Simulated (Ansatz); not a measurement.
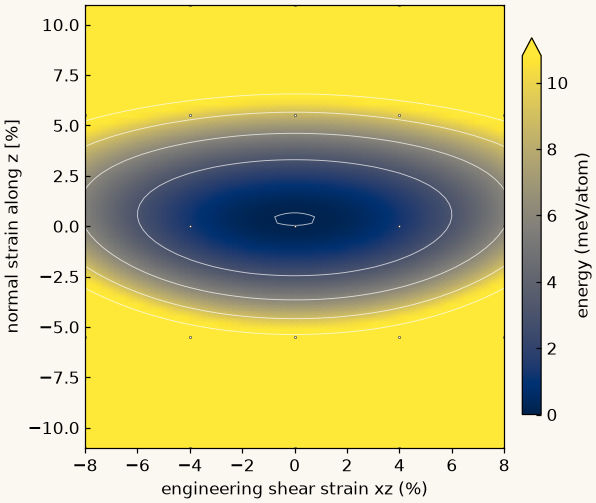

Tl (Fm-3m, No. 225; 1 atom in the cell). The energy is mapped over two homogeneous strains (x, y and z along the cube axes). The first coordinate is: engineering shear strain xz; the second: normal strain along z. Nothing is relaxed (symmetry fixes all fractional coordinates). The scan uses a 5 × 5 grid; 15 points were computed and 10 follow by symmetry. Points are written as (first, second). Energies are in meV/atom, from the lowest grid point. All numbers below come from DFT PBEsol, scalar-relativistic, plane waves, PAW in Ansatz. Settings: cutoff 420 eV, k-mesh 16×16×16, gaussian smearing 0.15 eV, no spin polarisation.

Drawn: a smooth colour map with a few white contour lines, dots at the grid points, one colour for all values above the top of the scale. Between grid points the surface is interpolated.

Question: Where is the minimum, and how stiff is the crystal against these two strains (in GPa)?

Answer: The interpolated minimum is at 0.0 % and 0.2 %. Divided by the cell volume of 28.4 Å³, the second derivatives of the energy there are about 8.3 GPa along the first strain and 38 GPa along the second, with a cross term of about 0 GPa (clamped ions). Round the minimum the two coordinates are nearly uncoupled.
